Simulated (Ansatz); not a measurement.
Consider CaSe.

Input file:

```
crystal:
  lattice:
    - [0.0, 2.9675351259, 3.0651670315]
    - [2.9675351259, 0.0, 3.0651670315]
    - [2.9675351259, 2.9675351259, 0.0]
  atoms:
    - { symbol: Ca, position: [0.0, 0.0, 0.0] }
    - { symbol: Se, position: [0.5, 0.5, 0.5] }
kpoints:
  mp_grid: { grid: [8, 8, 8] }
  band_path:
    path:
      - [0.0, 0.0, 0.0]
      - [0.5, 0.0, 0.5]
      - [0.625, 0.25, 0.625]
      - [0.375, 0.375, 0.75]
      - [0.5, 0.5, 0.5]
      - [0.5, 0.25, 0.75]
      - [0.0, 0.5, 0.5]
    npoints: 1
hamiltonian:
  xc: r2scan
scf:
  occupations: { method: fixed }
  n_extra_bands: 4
output:
  forces: true
  stress: true
  eigenvalues: true
  write_density: true
  write_potential: true
  elf: true
  volumetric_format: npy
```

Command:

```sh
ansatz run input.yaml --threads 4 --pin off --max-ram 3686MiB --backend cpu --events-out ev --progress --plain --runs-dir out
```

Below, planes, directions and counts refer to the conventional cell (a = 4.20 Å, b = 4.20 Å, c = 6.13 Å, α = 90.00°, β = 90.00°, γ = 90.00°).

Space group I4/mmm; started from the rocksalt prototype, which need not be the ambient phase; changed on purpose from its base cell (uniaxial z strain +3.3%).

These are results of DFT, r2SCAN, plane waves, PAW (Ansatz), not measurements.

Predict the valence pseudo-density and electron localisation function between the atoms.

Ca–Se (2.97 Å): ρ is about 0.19 e/Å³ halfway, with its minimum of 0.16 e/Å³ about 1.3 Å from Ca; the ELF is about 0.40 at the midpoint: an ionic contact with no shared pair.

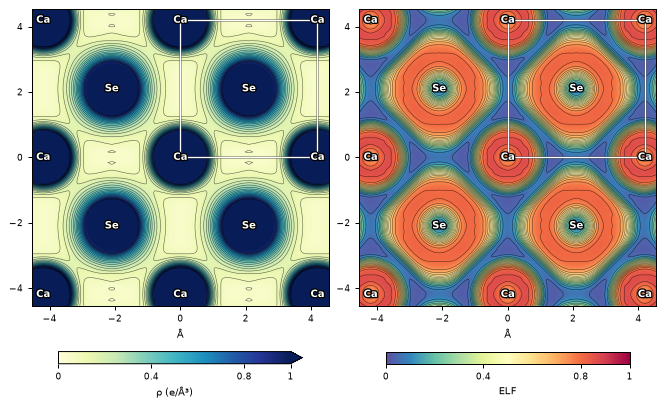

Computed valence pseudo-density and electron localisation function on the (001) plane of the conventional cell, in this order. 

The density is the valence pseudo-density of a PAW calculation; it isn't the true density close to the nuclei.
